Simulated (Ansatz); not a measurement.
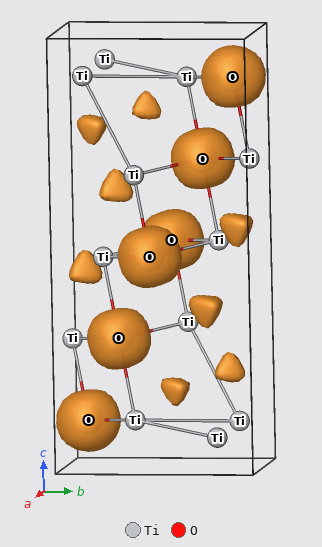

Ti$_{2}$O. Isosurface of the ELF at 0.7 (orange), seen slightly off an axis. Core shells and regions of very low density are left out. Sticks mark near contacts.

Space group P-1; not relaxed (largest force 1.9 eV/Å); computed without spin polarisation.

The calculation used DFT PBEsol, scalar-relativistic, plane waves, PAW (Ansatz 0.2.0).

Q: What do the ELF domains correspond to?

A: At this value the surface marks out five regions wrapped around O (the valence shell of each) and eight pockets between the atoms, centred on no nucleus (multi-centre or interstitial), counted in one cell of 15 atoms. Any copies at cell faces, edges or corners count once.

Values along the shortest contacts:
Ti–O (2.11 Å): the ELF peaks at about 0.80 in the valence shell of O, 0.6 Å from its nucleus, and is about 0.15 at the midpoint; no shared electron pair shows on this line. Ti–Ti (2.57 Å): the ELF is about 0.20 at the midpoint: no localised pair shows between them.

Q: Does the calculation make it a metal, or give it a gap?

A: It is metallic or semimetallic at this level of theory: no gap opens; semilocal functionals without U, or without the true magnetic order, often close the gap of such compounds.
